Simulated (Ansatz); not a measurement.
**Lattice dynamics of KZnF3 (Pm-3m)**

Aim: the phonons of KZnF3 (Pm-3m) at a cell relaxed beforehand at this level.

Program: Ansatz 0.2.0. Level of theory: DFT LDA, scalar-relativistic, plane waves, PAW. Results are calculated unless marked as measured.

## (1) The structure

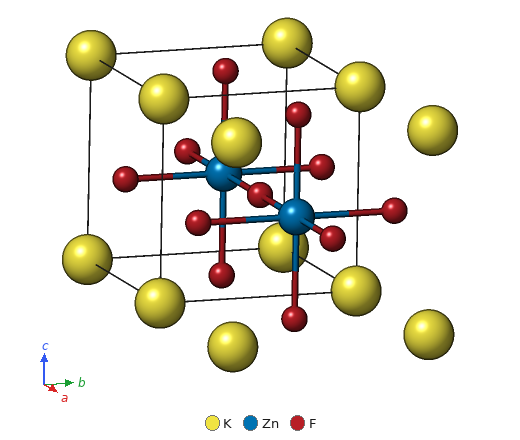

The starting structure, seen slightly off an axis (potassium yellow, zinc blue, fluorine red). 2×1×1 cells are drawn. Some periodic images of atoms are drawn too.

Structure file:

```cif
data_structure
_symmetry_space_group_name_H-M 'Pm-3m'
_symmetry_Int_Tables_number 221
_cell_length_a 3.9732
_cell_length_b 3.9732
_cell_length_c 3.9732
_cell_angle_alpha 90.000
_cell_angle_beta 90.000
_cell_angle_gamma 90.000
_cell_volume 62.72
loop_
_atom_site_label
_atom_site_type_symbol
_atom_site_symmetry_multiplicity
_atom_site_Wyckoff_symbol
_atom_site_fract_x
_atom_site_fract_y
_atom_site_fract_z
_atom_site_occupancy
K1 K 1 a 0.00000 0.00000 0.00000 1
Zn1 Zn 1 b 0.50000 0.50000 0.50000 1
F1 F 3 c 0.50000 0.50000 0.00000 1
```

## (2) Modes at Γ

The cell comes from relaxations at this level that are not shown. The zone centre is the only wavevector solved here; it holds the modes that light can see, as far as symmetry allows. The response to a homogeneous field gives the Born charges and the dielectric tensor, and its change with displacement the Raman tensors.

The input, input.yaml:

```yaml
crystal:
  lattice:
    - [3.9731606363, 0.0, 0.0]
    - [0.0, 3.9731606363, 0.0]
    - [0.0, 0.0, 3.9731606363]
  atoms:
    - { symbol: K, position: [0.0, 0.0, 0.0] }
    - { symbol: Zn, position: [0.5, 0.5, 0.5] }
    - { symbol: F, position: [0.5, 0.5, 0.0] }
    - { symbol: F, position: [0.0, 0.5, 0.5] }
    - { symbol: F, position: [0.5, 0.0, 0.5] }
kpoints:
  mp_grid: { grid: [8, 8, 8] }
hamiltonian:
  xc: lda
scf:
  occupations: { method: fixed }
output:
  eigenvalues: true
phonons:
  method: dfpt
  dielectric: true
  rigid_motions: translations
  raman: true
```

Command:

```
$ ansatz run input.yaml --threads 4 --pin off --max-ram 7168MiB --backend cpu --events-out ev --progress --plain --runs-dir out
```

Planned after this: isotope substitution, element K, natural mass 39.0983 amu; isotope substitution, element Zn, natural mass 65.38 amu. Settings of the main run: cutoff 420 eV, 8×8×8 k-mesh, fixed occupations.

What does the calculation give for the highest optical mode at the zone centre and top of the zone-centre spectrum with the field?

The structure is stable against zone-centre distortions, since no mode there is imaginary; runs at other wavevectors are not part of this account. Without the field, the optical modes at Γ span 128 to 458 cm⁻¹. The dispersion is not part of this account.

```
volume per atom                                         : 12.5 Å³
gap on the k-mesh                                       : 3.79 eV
highest optical mode at the zone centre (no LO-TO term) : 458 cm⁻¹
top of the zone-centre spectrum with the field          : 524 cm⁻¹
lowest optical zone-centre mode                         : 128 cm⁻¹
mean high-frequency dielectric constant                 : 2.46
mean static dielectric constant                         : 9.36
largest Born charge (third of the trace)                : 2.29 e
imaginary modes at Γ (the only wavevector solved)       : none
```

The highest mode in this list at Γ, 457.6 cm⁻¹, is mostly motion of F (89 % of the kinetic energy). With the macroscopic field of the longitudinal modes the top of the zone-centre spectrum lies at 524 cm⁻¹, against 458 cm⁻¹ without it. Lattice motion raises the mean dielectric constant from 2.461 to 9.361. The strongest infrared line is at 458 cm⁻¹. No mode is Raman active to first order. These are harmonic frequencies at zero temperature: anharmonic shifts, linewidths and thermal expansion are left out.

[Logs are printed without paths, hosts, clocks, repeated set-up lines and the standing remarks that a program may print on its own settings, such as how far it seeks lower states.]

[Hosts, paths, dates, database ids (printed as entryN), source tags and the programs' standing remarks are cut or masked in the printed files.]
